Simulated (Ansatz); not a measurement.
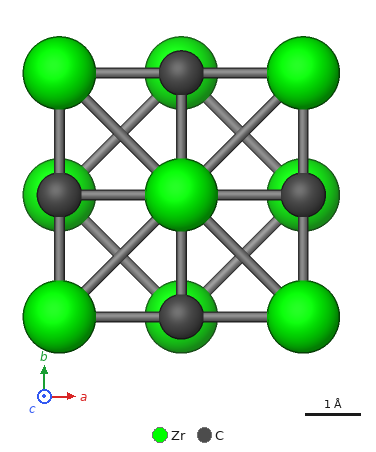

Starting structure of crystalline ZrC (a generated structure, set up in Fm-3m). Style: ball-and-stick. Shown: the conventional cell (4 times the calculation's cell), along the c axis. Lengths and directions refer to the drawn axes.

Case: cell and atoms relaxed from a first guess.

Level of theory: DFT, PBE, PAW with Ansatz's default frozen-core files, scalar-relativistic in Ansatz.

The input:
```yaml
crystal:
  lattice:
    - [0.0, 2.2322827293, 2.2322827293]
    - [2.2322827293, 0.0, 2.2322827293]
    - [2.2322827293, 2.2322827293, 0.0]
  atoms:
    - { symbol: Zr, position: [0.0, 0.0, 0.0] }
    - { symbol: C, position: [0.5, 0.5, 0.5] }
kpoints:
  mp_grid: { grid: [14, 14, 14] }
scf:
  occupations: { method: fermi_dirac, width: 0.05 }
hamiltonian:
  xc: pbe
  pseudopotentials: { kind: paw }
output:
  forces: true
  stress: true
relax:
  f_tol: 0.005
  max_steps: 80
  cell: {}
```

Predict the outcome.

Answer. Over 4 accepted moves (6 points after the start) the energy falls by 0.515 eV per cell of the calculation. All forces vanish by symmetry, so only the cell relaxes. Pressure: 48.95 GPa at the start and 0.01 GPa at the end. At 2 points the geometry stayed and the basis and grid were re-selected for the new cell (energy shift of 10.0 meV per cell of the calculation at most each time). The atoms keep their places relative to the cell (all moves are under 0.005 Å). The drawn cell changes as follows: a = b = c 4.465 → 4.709 Å (+5.5 %); the volume changes by +17.3 %. Near-neighbour distances that change, for instance: Zr1–Zr1 3.157 → 3.329 Å, Zr1–C2 2.232 → 2.354 Å. The space group stays Fm-3m (No. 225). The run took roughly 9 core-seconds on a shared host.

Step by step:

| step | E − E(0), meV/atom | pressure, GPa | volume, Å³/atom | note |
| --- | --- | --- | --- | --- |
| 0 | 0.00 | 48.95 | 11.124 |  |
| 1 | -250.69 | 3.52 | 12.831 |  |
| 2 | -252.50 | 0.70 | 12.986 |  |
| 3 | -252.54 | -0.01 | 13.026 |  |
| 4 | -257.53 | 0.42 | 13.026 | same geometry, new basis |
| 5 | -257.54 | 0.01 | 13.049 |  |
| 6 | -257.57 | 0.01 | 13.049 | same geometry, new basis |

Final geometry:

```
Zr C
1.0
     0.00000    2.35431    2.35431
     2.35431    0.00000    2.35431
     2.35431    2.35431    0.00000
Zr C
1 1
Cartesian
  4.7086 2.3543 2.3543
  2.3543 2.3543 2.3543
```

The end point in the same view:

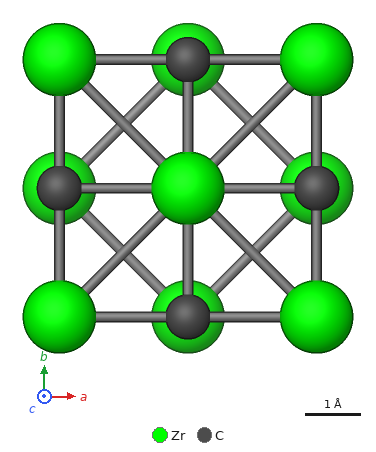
